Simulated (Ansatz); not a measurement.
**GaN (P6_3mc): the PBE gap against the k mesh of the density**

How far can the k mesh of the density be lowered for the gap of GaN (P6_3mc)?

Program: Ansatz 0.2.0. Level of theory: DFT, PBE, plane waves, PAW. Results are calculated unless marked as measured.

The database entry behind the starting cell has ideal inner coordinates that were not refined, so it need not match the best structure at ambient conditions.

## 1. Starting point

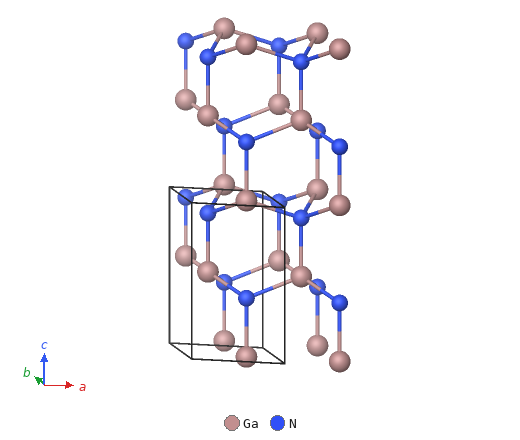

Start, viewed slightly off an axis; gallium pink, nitrogen blue. 2×2×2 cells are drawn. Some periodic images of atoms are drawn too.

As a file:

```cif
data_structure
_symmetry_space_group_name_H-M 'P6_3mc'
_symmetry_Int_Tables_number 186
_cell_length_a 3.1900
_cell_length_b 3.1900
_cell_length_c 5.1890
_cell_angle_alpha 90.000
_cell_angle_beta 90.000
_cell_angle_gamma 120.000
_cell_volume 45.73
loop_
_atom_site_label
_atom_site_type_symbol
_atom_site_symmetry_multiplicity
_atom_site_Wyckoff_symbol
_atom_site_fract_x
_atom_site_fract_y
_atom_site_fract_z
_atom_site_occupancy
Ga1 Ga 2 b 0.66667 0.33333 0.00000 1
N1 N 2 b 0.66667 0.33333 0.37500 1
```

The cell and positions come from the Crystallography Open Database and are kept as given unless a step says otherwise. The default PAW set here is soft_2. Its files were made with PBE.

## 2. k mesh of the density: 3×3×2

input.yaml

```yaml
crystal:
  lattice:
    - [3.19, 0.0, 0.0]
    - [-1.595, 2.7626210381, 0.0]
    - [0.0, 0.0, 5.189]
  atoms:
    - { symbol: Ga, position: [0.6666666667, 0.3333333333, 0.0] }
    - { symbol: Ga, position: [0.3333333333, 0.6666666667, 0.5] }
    - { symbol: "N", position: [0.6666666667, 0.3333333333, 0.375] }
    - { symbol: "N", position: [0.3333333333, 0.6666666667, 0.875] }
kpoints:
  mp_grid: { grid: [3, 3, 2] }
  band_path:
    path:
      - [0.0, 0.0, 0.0]
      - [0.5, 0.0, 0.0]
      - [0.33333333, 0.33333333, 0.0]
      - [0.0, 0.0, 0.5]
      - [0.5, 0.0, 0.5]
      - [0.33333333, 0.33333333, 0.5]
    npoints: 1
hamiltonian:
  xc: pbe
scf:
  occupations: { method: fixed }
  n_extra_bands: 5
output:
  eigenvalues: true
```

Run with:

```sh
$ ansatz run input.yaml --threads 3 --pin off --max-ram 92160MiB --backend cuda --events-out ev --progress --plain --runs-dir out --devices 1 --max-vram 13GiB  # rebuilt from the run's record
```

Numbers of over 12 decimals in the logs are rounded to 6 here.

What it wrote:

```text
scf.n_extra_bands = 5 over 18 filled bands (N_el = 36.0): the run solves 23 bands
GPUs: using 1 of 1 available (devices: 1).
Engine: ansatz 0.2.0, x86_64-unknown-linux-gnu
Pseudopotentials: kind: paw
Pseudopotential: Ga, paw, valence charge 13, recommended cutoff 420 eV (normal), Ga.paw.azcp
Pseudopotential: N, paw, valence charge 5, recommended cutoff 420 eV (normal), N.paw.azcp
Functional definition: PBE
  parameter kappa = 0.804
  parameter beta = 0.066725
  exchange = pbe_x(kappa = kappa, mu = beta*pi^2/3)
  correlation = pbe_c(beta = beta)
device memory: the entry about to start is reckoned to put 1.6 GiB on a device that reports 76.9 GiB free (of which the cap on the GPU budget leaves the run 13.0 GiB)
GPU FFT provider: cuFFT
GPU libraries: cuBLAS 13.8.2, cuFFT 12.4.0, cuSOLVER 12.3.4
Crystal: 4 atoms, lattice volume = 45.729 Å³
Basis set: ecut = 420 eV, 917 PW (Γ)
Bands: 23, of which v1, the nominal top of the filled ones, is band 18 counted from 1 (17 counted from 0)
Symmetry: 12 space group operations
Space group: P63mc (ITA 186), of the structure as read, at distance tolerance 3.6e-5 Å
k-points: 6 of 18
Non-local potential: Ga, projectors of the file, l = 0: 2, l = 1: 2, l = 2: 3, l = 3: 1
Non-local potential: N, projectors of the file, l = 0: 2, l = 1: 2, l = 2: 1
PAW form: soft (Blöchl's): semilocal exchange-correlation on the pseudo side does not see the compensation charge
PAW one-centre angular grid: Ga, 590 points (default); XC on 64 Gauss nodes
PAW one-centre angular grid: N, 110 points (default); XC on 64 Gauss nodes
Initial density: superposition of atomic densities (neutral atoms: chi_scale 0, normalization atom), corrected by the library's trained network
Initial wavefunctions: pseudopotential atomic-orbital guess
GPU buffer pool allocated for 20736 grid points (all kernels)
GPU transforms: local potential and band sums: pruned to the plane-wave sphere, on 24×24×36
Functional: x = pbe(κ = 0.804, μ = 0.219515), c = pbe(β = 0.066725)
SCF iter   1: F=—  HF=-8335.519016 eV  |F-HF|=—  |Δ(HF+E_count)|=         —  Δρ=5.57e-3  dr2=1.19e-2  ethr=1.77e-3  ⟨swp⟩=4.0  Hψ=483  notcnv=0  defer=13
preconditioner: auto → Resta (q_TF=auto, 2.622 Å⁻¹)  ε∞=4.7  [insulator: Δε(μ)=1.883 eV  Ē_g=17.188 eV  n_scr=22 (ndim 8)  ℏωp=32.9 eV  f_vac=0.009  ε∞_Penn≈4.7]
SCF iter   2: F=—  HF=-8335.516817 eV  |F-HF|=—  |Δ(HF+E_count)|=   2.20e-3  Δρ=2.29e-3  dr2=1.17e-3  ethr=3.31e-5  ⟨swp⟩=2.0  Hψ=226  notcnv=0  defer=17
SCF iter   3: F=—  HF=-8335.517026 eV  |F-HF|=—  |Δ(HF+E_count)|=   2.09e-4  Δρ=1.02e-3  dr2=2.96e-4  ethr=3.26e-6  ⟨swp⟩=2.0  Hψ=149  notcnv=0  defer=17
SCF iter   4: F=—  HF=-8335.517185 eV  |F-HF|=—  |Δ(HF+E_count)|=   1.59e-4  Δρ=2.64e-4  dr2=2.79e-5  ethr=8.23e-7  ⟨swp⟩=2.2  Hψ=235  notcnv=0  defer=17
SCF iter   5: F=—  HF=-8335.517213 eV  |F-HF|=—  |Δ(HF+E_count)|=   2.84e-5  Δρ=1.29e-4  dr2=6.09e-6  ethr=7.76e-8  ⟨swp⟩=2.2  Hψ=236  notcnv=0  defer=6
SCF iter   6: F=—  HF=-8335.517220 eV  |F-HF|=—  |Δ(HF+E_count)|=   6.21e-6  Δρ=2.11e-5  dr2=1.88e-7  ethr=1.69e-8  ⟨swp⟩=2.3  Hψ=240  notcnv=0  defer=6
SCF iter   7: F=-8335.517220 eV  HF=-8335.517220 eV  |F-HF|=5.02e-9  |Δ(HF+E_count)|=   2.50e-7  Δρ=3.79e-6  dr2=6.73e-9  ethr=2.78e-10  ⟨swp⟩=7.2  Hψ=479  notcnv=0
SCF 1 converged in 7 iterations: F = -8335.517220 eV  dr2 = 6.73e-9
[...]
device memory: the entry about to start is reckoned to put 0.9 GiB on a device that reports 76.8 GiB free (of which the cap on the GPU budget leaves the run 13.0 GiB)
NSCF: frozen V_eff on 6 k-points
SCF converged after 7 iterations
Free energy (F): -8335.517220 eV
Harris-Foulkes:  -8335.517220 eV  (|F-HF|=5.02e-9)
Internal energy: -8335.517220 eV  (E = F + TS)
E sigma→0 (E₀):  -8335.517220 eV
Fermi energy:    9.776567 eV
--- Per-component energies (eV) ---
  E_band       = -9.310960
  E_kinetic    = 495.523703
  E_local      = -3907.491411  (includes V_loc(G=0)·N_el)
  E_nonlocal   = 949.087778
  E_hartree    = 1798.964838
  E_xc         = -257.486564
  E_vxc        = -268.172262  (∫ρ·V_xc dr)
  E_paw        = -4241.607147  (= ΣΔE_a)
  E_vpaw       = -876.187662  (= ΣTr[D̂ρ^β])
  E_aug_tail   = 0.000130  (compensation charges beyond the density's cutoff)
  E_ewald      = -3172.508547
  E_smearing   = -0.000000  (= −TS)
  E_closure    = -0.000000  (closes the sum)
  Σ components = -8335.517220   (vs F -8335.517220, Δ=0.00e0)
--- Band table (eV; the first three rows and the last of 6) ---
  k-point 0: bands = [... 14 lower, 8.7233, 9.7038, 9.7766, 9.7766, 11.6315, 13.9596, 18.9392, 19.5743, ... 1 higher]
  k-point 1: bands = [... 14 lower, 9.2366, 9.2366, 9.2366, 9.2366, 13.9635, 13.9635, 18.2053, 18.2053, ... 1 higher]
  k-point 2: bands = [... 14 lower, 5.8533, 7.3778, 8.4658, 9.0352, 14.5916, 15.4381, 16.4296, 18.1624, ... 1 higher]
  k-point 5: bands = [... 14 lower, 5.5699, 5.5699, 8.2672, 8.2672, 16.1299, 16.1299, 17.0352, 17.0352, ... 1 higher]
```

It took 4.5 s on 1 × NVIDIA H100 80GB HBM3 (shared by 6 runs) with 3 threads of AMD EPYC 7R13 (Zen 3), shared host; peak memory 0.89 GiB; 2.5 s of CPU time.

Numbers from this step:

```yaml
gap: 1.855 eV
valence_top_at: Γ
conduction_bottom_at: Γ
least_direct_gap: 1.855 eV
```

The gap is direct, at Γ.

## 3. k mesh of the density: 6×6×2

Edit input.yaml of step 2 so:

```diff
@@ -11,3 +11,3 @@
 kpoints:
-  mp_grid: { grid: [3, 3, 2] }
+  mp_grid: { grid: [6, 6, 2] }
   band_path:
```

What it wrote:

```text
[...]
GPUs: using 1 of 1 available (devices: 1).
[...]
GPU FFT provider: cuFFT
GPU libraries: cuBLAS 13.8.2, cuFFT 12.4.0, cuSOLVER 12.3.4
Crystal: 4 atoms, lattice volume = 45.729 Å³
Basis set: ecut = 420 eV, 917 PW (Γ)
Bands: 23, of which v1, the nominal top of the filled ones, is band 18 counted from 1 (17 counted from 0)
Symmetry: 12 space group operations
[...]
k-points: 14 of 72
[...]
--- Band table (eV; the first three rows and the last of 14) ---
  k-point 0: bands = [... 14 lower, 8.6462, 9.6277, 9.6907, 9.6907, 11.5803, 13.9337, 18.8720, 19.5673, ... 1 higher]
  k-point 1: bands = [... 14 lower, 9.1555, 9.1555, 9.1555, 9.1555, 13.9159, 13.9159, 18.1710, 18.1710, ... 1 higher]
  k-point 2: bands = [... 14 lower, 7.9660, 8.1408, 9.3416, 9.4540, 13.1066, 15.2096, 17.8308, 18.6017, ... 1 higher]
  k-point 13: bands = [... 14 lower, 5.5180, 5.5180, 8.1988, 8.1988, 16.1065, 16.1065, 16.9873, 16.9873, ... 1 higher]
[key lines of the parts left out:]
SCF converged after 6 iterations
Free energy (F): -8335.811087 eV
Fermi energy:    9.690661 eV
```

Wall time 5.5 s (1 × NVIDIA H100 80GB HBM3 (shared by 6 runs) with 3 threads); peak memory 0.89 GiB.

This step gave:

```
gap                  : 1.890 eV
valence top at       : Γ
conduction bottom at : Γ
least direct gap     : 1.890 eV
```

The gap is 1.890 eV, +0.035 eV from the run before at this level.

## 4. k mesh of the density: 12×12×4 (the default)

input.yaml, the sections that differ from step 3:

```yaml
kpoints:
  mp_grid: { grid: [12, 12, 4] }
  band_path:
    path:
      - [[0.0, 0.0, 0.0], [0.5, 0.0, 0.0], [0.33333333, 0.33333333, 0.0], [0.0, 0.0, 0.0], [0.0, 0.0, 0.5], [0.5, 0.0, 0.5], [0.33333333, 0.33333333, 0.5], [0.0, 0.0, 0.5]]
      - [[0.5, 0.0, 0.5], [0.5, 0.0, 0.0]]
      - [[0.33333333, 0.33333333, 0.5], [0.33333333, 0.33333333, 0.0]]
    npoints: 10
scf:
  occupations: { method: fermi_dirac, width: 0.02 }
  n_extra_bands: 5
output:
  eigenvalues: true
  write_density: true
  write_potential: true
  elf: true
  volumetric_format: npy
# crystal, hamiltonian: as in step 3
```

What it wrote:

```text
[...]
GPUs: using 1 of 1 available (devices: 1).
[...]
GPU FFT provider: cuFFT
GPU libraries: cuBLAS 13.8.2, cuFFT 12.4.0, cuSOLVER 12.3.4
Crystal: 4 atoms, lattice volume = 45.729 Å³
Basis set: ecut = 420 eV, 917 PW (Γ)
Bands: 23, of which v1, the nominal top of the filled ones, is band 18 counted from 1 (17 counted from 0)
Symmetry: 12 space group operations
[...]
--- Band table (eV; the first three rows and the last of 57) ---
  k-point 0: bands = [... 14 lower, 8.6450, 9.6255, 9.6893, 9.6893, 11.5790, 13.9333, 18.8698, 19.5672, ... 1 higher]
  k-point 1: bands = [... 14 lower, 8.7916, 8.7916, 9.5298, 9.5298, 12.7765, 14.0368, 18.4838, 19.2478, ... 1 higher]
  k-point 2: bands = [... 14 lower, 9.1543, 9.1543, 9.1543, 9.1543, 13.9149, 13.9149, 18.1697, 18.1697, ... 1 higher]
  k-point 56: bands = [... 14 lower, 5.5172, 5.5172, 8.1971, 8.1971, 16.1055, 16.1055, 16.9860, 16.9860, ... 1 higher]
[key lines of the parts left out:]
SCF converged after 6 iterations
Free energy (F): -8335.815653 eV
Fermi energy:    10.642687 eV
```

The job ended after 5.8 s (1 × NVIDIA H100 80GB HBM3 (shared by 6 runs) with 3 threads; peak memory 0.9 GiB; 2.7 s of CPU time).

This step gave:

- gap: 1.890 eV
- valence top at: Γ
- conduction bottom at: Γ
- least direct gap: 1.890 eV

The gap is 1.890 eV, as in the run before at this level.

## 5. k mesh of the density: 12×12×6

input.yaml, the sections that differ from step 4:

```yaml
kpoints:
  mp_grid: { grid: [12, 12, 6] }
  band_path:
    path:
      - [0.0, 0.0, 0.0]
      - [0.5, 0.0, 0.0]
      - [0.33333333, 0.33333333, 0.0]
      - [0.0, 0.0, 0.5]
      - [0.5, 0.0, 0.5]
      - [0.33333333, 0.33333333, 0.5]
    npoints: 1
scf:
  occupations: { method: fixed }
  n_extra_bands: 5
output:
  eigenvalues: true
# crystal, hamiltonian: as in step 4
```

What it wrote:

```text
[...]
GPUs: using 1 of 1 available (devices: 1).
[...]
GPU FFT provider: cuFFT
GPU libraries: cuBLAS 13.8.2, cuFFT 12.4.0, cuSOLVER 12.3.4
Crystal: 4 atoms, lattice volume = 45.729 Å³
Basis set: ecut = 420 eV, 917 PW (Γ)
Bands: 23, of which v1, the nominal top of the filled ones, is band 18 counted from 1 (17 counted from 0)
Symmetry: 12 space group operations
[...]
--- Band table (eV; the first three rows and the last of 76) ---
  k-point 0: bands = [... 14 lower, 8.6450, 9.6254, 9.6893, 9.6893, 11.5790, 13.9333, 18.8697, 19.5672, ... 1 higher]
  k-point 1: bands = [... 14 lower, 8.7120, 8.8169, 9.6161, 9.6161, 12.2608, 13.9868, 18.6793, 19.5996, ... 1 higher]
  k-point 2: bands = [... 14 lower, 8.8966, 8.8966, 9.4184, 9.4184, 13.2562, 14.0707, 18.2869, 18.7409, ... 1 higher]
  k-point 75: bands = [... 14 lower, 5.5172, 5.5172, 8.1970, 8.1970, 16.1055, 16.1055, 16.9860, 16.9860, ... 1 higher]
[key lines of the parts left out:]
SCF converged after 6 iterations
Free energy (F): -8335.815740 eV
Fermi energy:    9.689348 eV
```

The job ended after 9.5 s (1 × NVIDIA H100 80GB HBM3 (shared by 6 runs) with 3 threads; peak memory 0.89 GiB; 3.3 s of CPU time).

This step gave:

* gap: 1.890 eV
* valence top at: Γ
* conduction bottom at: Γ
* least direct gap: 1.890 eV

The gap is 1.890 eV, as in the run before at this level.

## 6. The series

Differences are against the last row; a negative gap means that bands overlap, and a run with a band path holds that path's time. Times are wall times on 1 × NVIDIA H100 80GB HBM3 (shared by 6 runs) with 3 threads of AMD EPYC 7R13 (Zen 3), shared host, good to a factor of about two.

| k mesh of the density | gap (eV) | direct gap (eV) | gap error (eV) | energy error (meV/atom) | irreducible k | time |
| --- | --- | --- | --- | --- | --- | --- |
| 3×3×2 | 1.855 | 1.855 | −0.035 | +74.6 | 6 | 4.5 s |
| 6×6×2 | 1.890 | 1.890 | +0.000 | +1.2 | 14 | 5.5 s |
| 12×12×4 | 1.890 | 1.890 | +0.000 | +0.0 | 57 | 5.8 s |
| 12×12×6 | 1.890 | 1.890 | +0.000 | +0.0 | 76 | 9.5 s |

## 7. What came out

| Quantity | Value |
| --- | --- |
| 3×3×2 | 1.855 eV |
| 6×6×2 | 1.890 eV |
| 12×12×4 | 1.890 eV |
| 12×12×6 | 1.890 eV |

**Reading.** The gap holds to 0.02 eV from 6×6×2 on. At 3×3×2 the gap is off by −0.035 eV and the energy by +75 meV/atom. The gap is read over the mesh and added points near the edges, so meshes differ mainly through the density and, for a hybrid, the exchange operator.

[Paths, hosts, dates, memory and timing lines, banners, echoed tables and standing remarks are left out of the program output.]

[Logs are printed without paths, hosts, clocks, repeated set-up lines and the standing remarks that a program may print on its own settings, such as how far it seeks lower states.]

[Runs of the session that timed out or met a known fault of the program may be left out.]

[Cells called generated may have been cut or substituted from an entry of the Crystallography Open Database or the Materials Project.]

[Hosts, paths, dates, database ids (printed as entryN), source tags and the programs' standing remarks are cut or masked in the printed files.]
